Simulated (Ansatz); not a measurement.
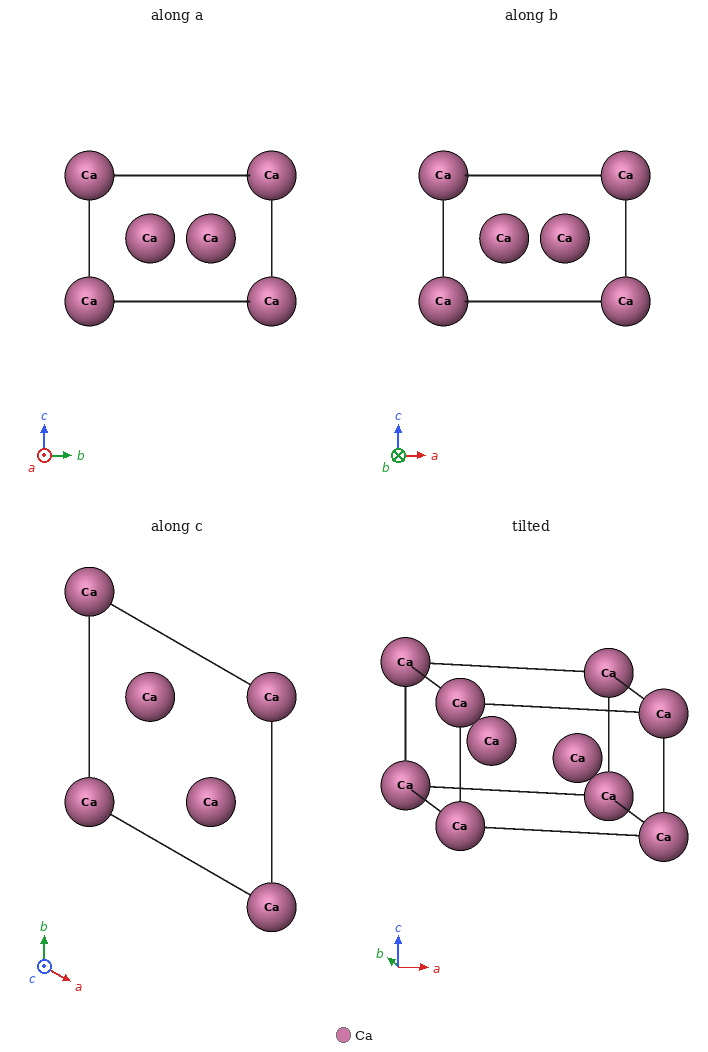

The figure gives a spheres-only picture of the atoms, viewed along the a axis, along the b axis, along the c axis and slightly off an axis. The frame is the conventional unit cell; atoms at its boundary are shown with their periodic copies.

Lattice parameters: a = 6.295 Å, b = 6.295 Å, c = 3.770 Å, α = 90.00°, β = 90.00°, γ = 120.00°. Put a along x and b in the xy plane.

> Convert the drawing into a POSCAR file.

```
Ca
1.0
     6.295    0.000    0.000
    -3.148    5.452    0.000
     0.000    0.000    3.770
Ca
3
Direct
  0.0000 0.0000 0.0000
  0.3333 0.6667 0.5000
  0.6667 0.3333 0.5000
```

Its origin is a structure type filled with this element by a generator (whether the element takes this form wasn't checked). The structure drawn was relaxed with DFT, BLYP, plane waves (420 eV) with PAW, scalar-relativistic in Ansatz.
